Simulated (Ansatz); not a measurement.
Run report: Sn₃₂HO₃₁, geometry relaxation (part 3 of 3)

Continued. System: Sn₃₂HO₃₁ (defect cell, 64 atoms in the cell). Method: DFT PBE, scalar-relativistic, plane waves, PAW, spin-polarised (Ansatz 0.2.0); cutoff 420 eV, 1×1×1 k-mesh, Gaussian smearing of 0.05 eV, collinear spins. The structure derives from an entry of the Crystallography Open Database.

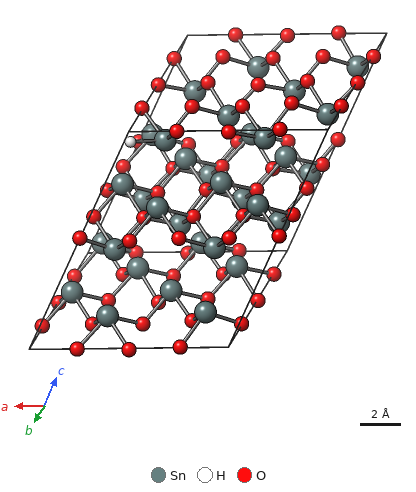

**Figure 1.** The geometry at step 9 of the log (ball-and-stick view of the cell of the calculation, seen at an oblique angle).

## The program's output, continued
```
relax step   9: F+E_penalty+E_count = -210380.99942183 eV  Δ(F+E_penalty+E_count) = -8.758e-3 eV  max|allowed force component| = 2.750e-2 eV/Å  Δτ_max = 0.0558 Å  (15 SCF iters, accepted)
SCF converged after 15 iterations
Magnetization: -0.0010 μB (317.4995 up, 317.5005 down)
Absolute magnetization: 0.0011 μB (∫|ρ↑−ρ↓|, with the PAW one-centre terms)
Spin contamination: 0.0000 ħ² per cell (⟨S²⟩ above its minimum at these occupations)
Per-site moments (μB) at R_I (Å): [(-2.955241543382898e-6, 0.9099615976214478), (-2.9735279368528297e-6, 0.8902327158099227), (-2.954625072783013e-6, 0.9101016744893574), (-2.9391334697808154e-6, 0.9177783899260075), (-2.52784462338506e-6, 0.9093954921897709), (-2.984141219573542e-6, 0.904648901533151), (-3.035294151229916e-6, 0.9185111922160765), (-2.997646735166415e-6, 0.9183010809850545), (-3.0075094282872567e-6, 0.9183681583995684), (-2.548018524878963e-6, 0.9097037678353587), (-2.9848065949052713e-6, 0.904452025322448), (-3.0415307547531156e-6, 0.9188061994438916), (-2.9702318824861353e-6, 0.9179024200664825), (-3.106676968637364e-6, 0.9100029595097314), (-2.9789455993278266e-6, 0.8901322334819111), (-3.0969342853679288e-6, 0.9098328288886465), (-3.041242553068497e-6, 0.9121726390850653), (-3.0268195468043407e-6, 0.9116015754676114), (-3.020519479464974e-6, 0.9183343080632175), (-2.9397347725954404e-6, 0.9184375059374478), (-2.0886607512049905e-6, 0.8364379864262182), (-3.140623522378313e-6, 0.9175530246005986), (-3.3514259360399396e-6, 0.9158414397063762), (-2.7022658769578857e-6, 0.9136771033616886), (-3.1471658230917785e-6, 0.9177156387317502), (-3.347369591318979e-6, 0.9151679110049037), (-2.682800822712944e-6, 0.9133876484634228), (-2.1002243559502123e-6, 0.8373469837383998), (-2.934203560576817e-6, 0.9177583892028559), (-3.007878460641166e-6, 0.9182628900373659), (-3.026842808008739e-6, 0.9127714093780663), (-3.0139855618894328e-6, 0.9130276112082549), (9.547843618630782e-8, 0.8364379864262182), (1.164814806187934e-6, 0.9098328288886465), (1.0570313272766122e-6, 0.9097037678353587), (1.2350792580250552e-6, 0.9177583892028559), (4.942336905137339e-7, 0.9152465098462041), (1.2443546430342216e-6, 0.9182628900373659), (1.0576014825246102e-6, 0.9093954921897709), (1.1477385624326506e-6, 0.8902327158099227), (1.157589939030122e-6, 0.9100029595097314), (9.339345934704488e-7, 0.910283775208407), (1.1061804400746974e-6, 0.9175530246005986), (1.3564169094070301e-6, 0.9151679110049037), (1.1970868637862137e-6, 0.9133876484634228), (9.368807668542806e-7, 0.9105771707526052), (1.1515392540091941e-6, 0.8901322334819111), (5.760820921182286e-7, 0.915513213789208), (-2.2799895480683005e-6, 0.9150265480318487), (-1.9312431499875866e-6, 0.9183243596400158), (-2.286944028322048e-6, 0.9116015754676114), (-2.0810355511265035e-6, 0.9167605855365332), (-2.2788722977138354e-6, 0.9121726390850653), (-2.074210201659725e-6, 0.9163755487723589), (-2.300688817500361e-6, 0.9149597302358702), (-1.9188596463385856e-6, 0.9179469831756728), (-1.8719309920785723e-6, 0.919996333995757), (-2.2200301210654835e-6, 0.9130276112082549), (-1.991186702650207e-6, 0.9190358293110378), (-1.992697939521996e-6, 0.9206987962023413), (-2.007266584067233e-6, 0.9192211102530762), (-1.9844012675924958e-6, 0.9205000151201223), (-1.8801996823423382e-6, 0.9199844005275197), (-2.2187092386182437e-6, 0.9127714093780663)]
Free energy (F): -210380.999422 eV
Harris-Foulkes:  -210380.999422 eV  (|F-HF|=5.82e-11)
Internal energy: -210380.971209 eV  (E = F + TS)
E sigma→0 (E₀):  -210380.985315 eV
Entropy (-TS):   -0.028213 eV (-0.441 meV/atom)
Fermi energy:    9.806643 eV
--- Per-component energies (eV) ---
  E_band       = -2955.014358
  E_kinetic    = 11409.296465
  E_local      = -41577.740538  (includes V_loc(G=0)·N_el)
  E_nonlocal   = 466.074970
  E_hartree    = 22615.022273
  E_xc         = -14538.267209
  E_vxc        = -6002.462592  (∫ρ·V_xc dr)
  E_paw        = -137267.989161  (= ΣΔE_a)
  E_vpaw       = -12480.301140  (= ΣTr[D̂ρ^β])
  E_aug_tail   = 0.073270  (compensation charges beyond the density's cutoff)
  E_ewald      = -51487.441280
  E_smearing   = -0.028213  (= −TS)
  E_closure    = 0.000000  (closes the sum)
  Σ components = -210380.999422   (vs F -210380.999422, Δ=0.00e0)
--- Forces (eV/Å), atoms counted from 1 ---
  atom   1  Sn    -0.00050757    -0.00205243    -0.00932179
  atom   2  Sn    -0.02204050     0.00119512     0.00168869
  atom   3  Sn    -0.00033721     0.00438868    -0.01358217
  atom   4  Sn     0.00358065    -0.00270253    -0.01038854
  atom   5  Sn     0.00891966     0.00291402    -0.00116354
  atom   6  Sn     0.00520929     0.00236807    -0.01186381
  atom   7  Sn    -0.00237978    -0.00116935    -0.00169709
  atom   8  Sn    -0.00138385     0.00227351    -0.00486523
  atom   9  Sn     0.00212213    -0.00550748    -0.00621720
  atom  10  Sn    -0.00670773     0.00227385    -0.00175787
  atom  11  Sn    -0.00695337     0.00168249    -0.00495761
  atom  12  Sn     0.00299223    -0.00055911    -0.00065835
  atom  13  Sn    -0.00219450     0.00188301    -0.01137426
  atom  14  Sn    -0.00283639     0.00127430    -0.00689582
  atom  15  Sn     0.02750450     0.00025048    -0.00412417
  atom  16  Sn    -0.00206926    -0.00295346    -0.00762315
  atom  17  Sn     0.00275350     0.00137482     0.00882446
  atom  18  Sn     0.00037777     0.00092775    -0.00112571
  atom  19  Sn    -0.00424579     0.00609138     0.00728645
  atom  20  Sn    -0.00271273    -0.00527728     0.00368902
  atom  21  Sn    -0.00290095     0.00959989     0.01305578
  atom  22  Sn     0.00454573     0.00475415     0.00694036
  atom  23  Sn    -0.00338519    -0.00309702    -0.00130991
  atom  24  Sn     0.00113303    -0.00794912     0.00365362
  atom  25  Sn     0.00055634    -0.00376546     0.00710133
  atom  26  Sn    -0.00247302     0.00420429     0.00307158
  atom  27  Sn     0.00099751     0.00621153    -0.00122113
  atom  28  Sn    -0.00373023    -0.00629670     0.01632273
  atom  29  Sn     0.00495479     0.00233332     0.00574714
  atom  30  Sn     0.00200522    -0.00313987     0.00997012
  atom  31  Sn     0.00034636    -0.00210174     0.00888363
  atom  32  Sn     0.00013937    -0.00274470     0.00658199
  atom  33  H     -0.00524880    -0.00270290    -0.02321787
  atom  34  O      0.00348299    -0.00537270     0.01221381
  atom  35  O      0.00246232    -0.00069245     0.01198360
  atom  36  O     -0.00116835     0.00050608    -0.00712701
  atom  37  O     -0.00068610    -0.00407729    -0.02096480
  atom  38  O     -0.00150460    -0.00169927    -0.00556619
  atom  39  O     -0.00600829     0.00179402     0.01547276
  atom  40  O     -0.01732811    -0.00364235     0.01108379
  atom  41  O     -0.00171024     0.00284320     0.01230794
  atom  42  O     -0.00031694    -0.02200246     0.00794507
  atom  43  O      0.00111495    -0.00301233    -0.01888121
  atom  44  O     -0.00034688    -0.00171539    -0.00533988
  atom  45  O     -0.00244412    -0.00100214    -0.00579248
  atom  46  O      0.00248796     0.02439744     0.00457916
  atom  47  O      0.01689952     0.00332418     0.00946717
  atom  48  O     -0.00064129    -0.00141276    -0.02403724
  atom  49  O     -0.00451914     0.02065052     0.00764276
  atom  50  O      0.00397694    -0.00072391    -0.00069090
  atom  51  O      0.00125485    -0.00378229     0.00651686
  atom  52  O     -0.00130160    -0.01902775     0.00783545
  atom  53  O     -0.00293933     0.00021144     0.00428472
  atom  54  O      0.00355647     0.02029985     0.00117623
  atom  55  O      0.00690692    -0.01688335     0.00178420
  atom  56  O     -0.00086583     0.00145747    -0.00227595
  atom  57  O     -0.00375606    -0.00208436    -0.00159430
  atom  58  O     -0.00089459     0.00196219     0.00378431
  atom  59  O     -0.00309964    -0.00259150    -0.00492375
  atom  60  O      0.00103471     0.00151144    -0.00395203
  atom  61  O      0.00229059     0.00374966    -0.00268860
  atom  62  O      0.00256759    -0.00394949    -0.00272559
  atom  63  O      0.00066644     0.00624731    -0.00113764
  atom  64  O      0.00480067     0.00073791     0.01016491
  max |Σ_I F_I| component: 3.19e-6 eV/Å
--- Relaxed structure (9 steps of the walk, 9 accepted, 0 SCFs on fresh bases) ---
  F+E_penalty+E_count = -210380.99942183 eV   max|allowed force component| = 2.750e-2 eV/Å
  atoms:
    - { symbol: Sn, position: [0.9328116780920425, 0.1844861555325764, 0.6243410045745175] }
    - { symbol: Sn, position: [0.9324159729177981, 0.20072661546838944, 0.13301624519823452] }
    - { symbol: Sn, position: [0.6921259861359871, 0.43987297704616557, 0.6245141614075291] }
    - { symbol: Sn, position: [0.93833850835612, 0.6867226529729122, 0.12341962474018414] }
    - { symbol: Sn, position: [0.43349637768675053, 0.19160986305411606, 0.6252373657481042] }
    - { symbol: Sn, position: [0.6805187588164276, 0.44266487368725776, 0.12354366716034194] }
    - { symbol: Sn, position: [0.9337000913779158, 0.6845065695930959, 0.61867225363753] }
    - { symbol: Sn, position: [0.436787880047548, 0.18551315753521397, 0.1231319549669792] }
    - { symbol: Sn, position: [0.6866159201976381, 0.9374930474839025, 0.12308168980607746] }
    - { symbol: Sn, position: [0.19225900180408684, 0.4334652204289182, 0.6251759403067666] }
    - { symbol: Sn, position: [0.4434270194231391, 0.680744106145549, 0.12351022028841217] }
    - { symbol: Sn, position: [0.6850447673704392, 0.9339074706499899, 0.6185549482324578] }
    - { symbol: Sn, position: [0.18538878769523373, 0.43685554272051447, 0.12334363429561969] }
    - { symbol: Sn, position: [0.4393087868882942, 0.6914761451244339, 0.6240675881631035] }
    - { symbol: Sn, position: [0.20147055494713145, 0.9326162009314507, 0.13356556191023913] }
    - { symbol: Sn, position: [0.18489586748088355, 0.9325462588846523, 0.6241392806406835] }
    - { symbol: Sn, position: [0.8195513912550815, 0.3125081951736962, 0.3798567834992032] }
    - { symbol: Sn, position: [0.5608915046641081, 0.06727728081923777, 0.3800054492584861] }
    - { symbol: Sn, position: [0.8100426142201569, 0.31369092807142174, 0.8785092741623812] }
    - { symbol: Sn, position: [0.5651082373721604, 0.06817433100443177, 0.8784050691943831] }
    - { symbol: Sn, position: [0.8108893134940917, 0.8105798742218183, 0.875257360130902] }
    - { symbol: Sn, position: [0.31986750387328444, 0.31898518795580183, 0.38007118383327354] }
    - { symbol: Sn, position: [0.5653598252018731, 0.5645571805976134, 0.8747552927450304] }
    - { symbol: Sn, position: [0.8134973763572978, 0.8129574391922368, 0.3741691504201139] }
    - { symbol: Sn, position: [0.06081894265344742, 0.06084760015156768, 0.3800369489929824] }
    - { symbol: Sn, position: [0.3097189114915625, 0.31016446109751356, 0.8747117946666352] }
    - { symbol: Sn, position: [0.5609003384613573, 0.5609411936610312, 0.37421161743141335] }
    - { symbol: Sn, position: [0.0647414383295305, 0.06490652893684379, 0.8751893048856161] }
    - { symbol: Sn, position: [0.31350304226715836, 0.8101621282272184, 0.8784574754446189] }
    - { symbol: Sn, position: [0.06881518981775753, 0.5652790780008757, 0.8785993097445224] }
    - { symbol: Sn, position: [0.31301343589946407, 0.8189930075401197, 0.3797258484994562] }
    - { symbol: Sn, position: [0.06680252554553737, 0.5605695316434176, 0.3797737934779585] }
    - { symbol: H, position: [-0.030360766037561607, -0.02981446206404093, -0.0603714948398331] }
    - { symbol: O, position: [0.0007395476541935952, 0.000449735361257142, 0.5111203096187709] }
    - { symbol: O, position: [0.009015437947016564, 0.500031352290249, 0.5091583160685285] }
    - { symbol: O, position: [0.49596450048729135, -0.004218106705311466, -0.008191140893892427] }
    - { symbol: O, position: [0.7481335278711206, 0.2477326812632071, 0.4956583364253559] }
    - { symbol: O, position: [-0.00407973214078, 0.49603085963273025, -0.008389943548391062] }
    - { symbol: O, position: [0.5002825321285993, 0.008903054935874372, 0.5089511041584486] }
    - { symbol: O, position: [0.7527173899227635, 0.2617383098313415, 0.01464674135603805] }
    - { symbol: O, position: [0.5107910042766841, 0.5106084156913251, 0.5113633824451109] }
    - { symbol: O, position: [0.7566181745335716, 0.7560176297914154, 0.005129415611173049] }
    - { symbol: O, position: [0.2442822927804645, 0.24381254518024914, 0.48787157360873523] }
    - { symbol: O, position: [0.4934417668445532, 0.49317725305529003, -0.0134088094192193] }
    - { symbol: O, position: [0.7443887610956879, 0.7442615713469479, 0.4887301011229864] }
    - { symbol: O, position: [0.2490573093323127, 0.24930496326595405, 0.00525756549951486] }
    - { symbol: O, position: [0.26258763774869665, 0.7532231157921174, 0.014993108350125614] }
    - { symbol: O, position: [0.24760507591182132, 0.7475205018381835, 0.49519680588036136] }
    - { symbol: O, position: [0.758141592419524, 0.00532838179565739, 0.0014843134447455803] }
    - { symbol: O, position: [0.0025447314809156074, 0.24861261891576475, 0.5065758175564907] }
    - { symbol: O, position: [0.743404143875036, -0.0021674657505230677, 0.49407946453560025] }
    - { symbol: O, position: [-0.004619462394654625, 0.2430389324455045, 0.0004046012146308335] }
    - { symbol: O, position: [0.7509299985692545, 0.4959874177748056, 0.4940235681954482] }
    - { symbol: O, position: [0.005721534677019467, 0.7580465457892883, 0.0007820945074908897] }
    - { symbol: O, position: [0.2435085726708894, -0.003649345444800989, 0.0016341985748224367] }
    - { symbol: O, position: [0.504830899269118, 0.2579157735786082, 0.5067623312035601] }
    - { symbol: O, position: [0.7502261535682547, 0.5040912550085338, 0.0024486284000259555] }
    - { symbol: O, position: [-0.0013095341479030798, 0.7437403023607052, 0.49546918757672664] }
    - { symbol: O, position: [0.24822598438306678, 0.0014536010117757736, 0.5053043019637439] }
    - { symbol: O, position: [0.49728683259968387, 0.2512859991414439, 0.0006003023537058765] }
    - { symbol: O, position: [0.2572266840653695, 0.5035437188268517, 0.5050406998741818] }
    - { symbol: O, position: [0.503716121689814, 0.7490240115427701, 0.0005464832456304611] }
    - { symbol: O, position: [0.2523720533888818, 0.49843912486452036, 0.002242705612842258] }
    - { symbol: O, position: [0.49676534278798984, 0.7514258198783201, 0.4952457594327834] }
--- Löwdin populations: 64 sites ---
  site symbol       q [e]    m [muB]
     0     Sn     13.1801    -0.0000
     1     Sn     13.2655    -0.0000
     2     Sn     13.1801    -0.0000
     3     Sn     13.1996    -0.0000
     4     Sn     13.1881    -0.0000
     5     Sn     13.1813    -0.0000
     6     Sn     13.1891    -0.0000
     7     Sn     13.1989    -0.0000
     8     Sn     13.1989    -0.0000
     9     Sn     13.1881    -0.0000
    10     Sn     13.1812    -0.0000
    11     Sn     13.1890    -0.0000
    12     Sn     13.1997    -0.0000
    13     Sn     13.1791    -0.0000
    14     Sn     13.2655    -0.0000
    15     Sn     13.1790    -0.0000
    16     Sn     13.1770    -0.0000
    17     Sn     13.1765    -0.0000
    18     Sn     13.1962    -0.0000
    19     Sn     13.1960    -0.0000
    20     Sn     13.2697    -0.0000
    21     Sn     13.1910    -0.0000
    22     Sn     13.1981    -0.0000
    23     Sn     13.1931    -0.0000
    24     Sn     13.1909    -0.0000
    25     Sn     13.1982    -0.0000
    26     Sn     13.1930    -0.0000
    27     Sn     13.2695    -0.0000
    28     Sn     13.1963    -0.0000
    29     Sn     13.1963    -0.0000
    30     Sn     13.1771    -0.0000
    31     Sn     13.1770    -0.0000
    32      H      1.1950    -0.0000
    33      O      6.7536     0.0000
    34      O      6.7544     0.0000
    35      O      6.7473     0.0000
    36      O      6.7454     0.0000
    37      O      6.7472     0.0000
    38      O      6.7544     0.0000
    39      O      6.7477     0.0000
    40      O      6.7536     0.0000
    41      O      6.7447     0.0000
    42      O      6.7527     0.0000
    43      O      6.7489     0.0000
    44      O      6.7523     0.0000
    45      O      6.7447     0.0000
    46      O      6.7477     0.0000
    47      O      6.7457     0.0000
    48      O      6.7486    -0.0000
    49      O      6.7516    -0.0000
    50      O      6.7529    -0.0000
    51      O      6.7487    -0.0000
    52      O      6.7528    -0.0000
    53      O      6.7487    -0.0000
    54      O      6.7485    -0.0000
    55      O      6.7516    -0.0000
    56      O      6.7525    -0.0000
    57      O      6.7528    -0.0000
    58      O      6.7515    -0.0000
    59      O      6.7525    -0.0000
    60      O      6.7515    -0.0000
    61      O      6.7525    -0.0000
    62      O      6.7525    -0.0000
    63      O      6.7528    -0.0000
  spilling = 0.003438 (of n_electrons = 635.000000)
settings of this run that can trade accuracy for cost: output.eigenvalues: false. Do not mix this run's numbers with those of runs without the same settings; the input reference describes each key
```

## Results in brief

- outcome: converged
- electrons treated: 635
- free energy: −210380.9994 eV
- Fermi energy: 9.807 eV
- net moment of the cell: 0.00 μB
- integrated absolute moment: 0.00 μB
- final volume: 1117.59 Å³
- largest force (length of the vector) at the end: 0.028 eV/Å
- hardware: 8 threads of Arm Neoverse N1, 98 GiB of memory available, shared host
- wall time: 5 min (CPU time 38 min)
- peak memory: 2.5 GiB

The electronic state found may not be the lowest one. Notes on the run: a screening estimate came out negative during mixing; some starting moments were not kept. The k-point mesh is coarse for a cell of this size, so the results may not be converged.
